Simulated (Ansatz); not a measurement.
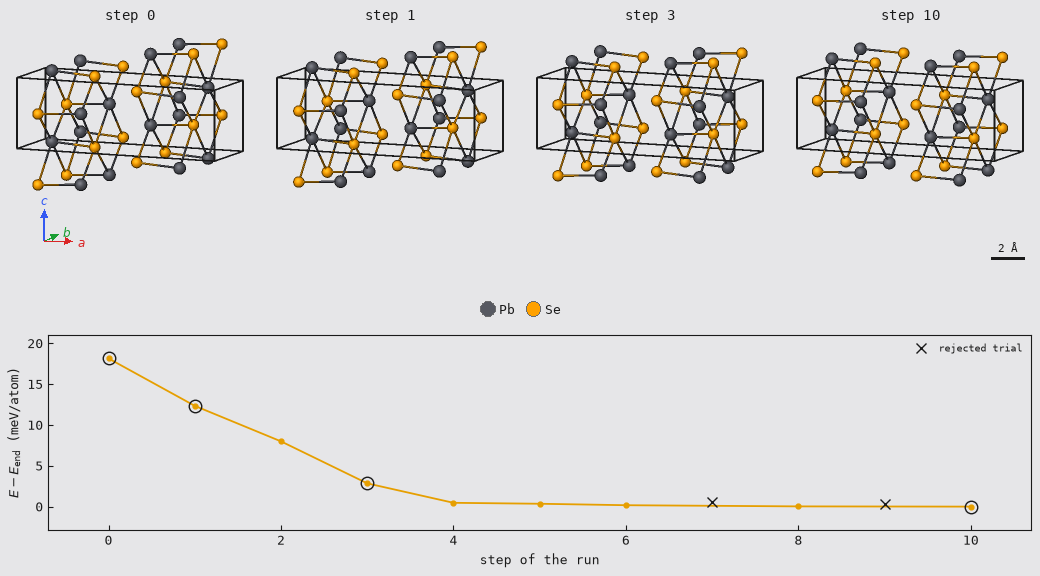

Frames of a relaxation of solid PbSe (set up in Pnma), marked on the history of the run. The picture is a ball-and-stick view of the cell of the calculation, seen slightly off an axis.

Computed with DFT, r2SCAN, plane-wave PAW, default files, scalar-relativistic in Ansatz.

Input
```yaml
crystal:
  lattice:
    - [13.219818, 0.0, 0.0]
    - [0.0, 4.456451, 0.0]
    - [0.0, 0.0, 4.415184]
  atoms:
    - { symbol: Pb, position: [0.859581, 0.75, 0.910286] }
    - { symbol: Pb, position: [0.359581, 0.75, 0.589714] }
    - { symbol: Pb, position: [0.140419, 0.25, 0.089714] }
    - { symbol: Pb, position: [0.640419, 0.25, 0.410286] }
    - { symbol: Se, position: [0.642306, 0.75, 0.951754] }
    - { symbol: Se, position: [0.142306, 0.75, 0.548246] }
    - { symbol: Se, position: [0.357694, 0.25, 0.048246] }
    - { symbol: Se, position: [0.857694, 0.25, 0.451754] }
kpoints:
  mp_grid: { grid: [3, 8, 8] }
scf:
  occupations: { method: fermi_dirac, width: 0.01 }
hamiltonian:
  xc: r2scan
  pseudopotentials: { kind: paw }
output:
  forces: true
  stress: true
  populations: true
  efg: { contact_densities: true }
relax:
  f_tol: 0.02
  max_steps: 60
```

Run as
```bash
ansatz run input.yaml --threads 1 --pin off --max-ram 3072MiB --backend cpu --events-out ev --progress --plain --runs-dir out
```

> Describe the path.

The largest moves, 0.83 Å, are those of Se5, Se6, Se7 and Se8. Se8 goes along −c. By element the largest moves are Se 0.83 Å, Pb 0.74 Å. The lattice vectors keep their values. Near-neighbour distances that change, for instance: Pb1–Se8 3.268 → 3.204 Å, Pb1–Se8 (another image) 3.011 → 3.070 Å, Pb1–Se5 2.878 → 2.898 Å. Among the angles between lasting bonds that change: Pb2–Se7–Pb2 95.5° → 93.1°, Se7–Pb2–Se7 95.5° → 93.1°, Se7–Pb2–Se7 175.2° → 177.5°. The space group stays Pnma (No. 62). The energy falls by 18.1 meV per atom in 8 accepted moves (10 points after the start). The largest force component goes from 0.19 to 0.00094 eV/Å. The line search rejected the trial steps at points 7, 9 of the run. The forces were under the threshold at step 6, but the run went on from there. The run took 26 min on 1 thread of Arm Neoverse V1, on a shared host, peak memory 1.9 GiB. From step 0 to 1: Pb and Se atoms move most (0.19 Å), energy −5.8 meV per atom. From step 1 to 3: Pb and Se atoms move most (0.39 Å), energy −9.5 meV per atom. From step 3 to 10: Se atoms move most (0.26 Å), energy −2.8 meV per atom.

```json
{"step": "0", "E − E(0), meV/atom": "0.00", "largest force component, eV/Å": "0.1932", "note": ""}
{"step": "1", "E − E(0), meV/atom": "-5.80", "largest force component, eV/Å": "0.1114", "note": ""}
{"step": "2", "E − E(0), meV/atom": "-10.16", "largest force component, eV/Å": "0.1268", "note": ""}
{"step": "3", "E − E(0), meV/atom": "-15.30", "largest force component, eV/Å": "0.0462", "note": ""}
{"step": "4", "E − E(0), meV/atom": "-17.68", "largest force component, eV/Å": "0.0298", "note": ""}
{"step": "5", "E − E(0), meV/atom": "-17.80", "largest force component, eV/Å": "0.0252", "note": ""}
{"step": "6", "E − E(0), meV/atom": "-17.98", "largest force component, eV/Å": "0.0151", "note": ""}
{"step": "7", "E − E(0), meV/atom": "-17.55", "largest force component, eV/Å": "0.0671", "note": "rejected"}
{"step": "8", "E − E(0), meV/atom": "-18.12", "largest force component, eV/Å": "0.0085", "note": ""}
{"step": "9", "E − E(0), meV/atom": "-17.79", "largest force component, eV/Å": "0.0459", "note": "rejected"}
{"step": "10", "E − E(0), meV/atom": "-18.15", "largest force component, eV/Å": "0.0009", "note": ""}
```
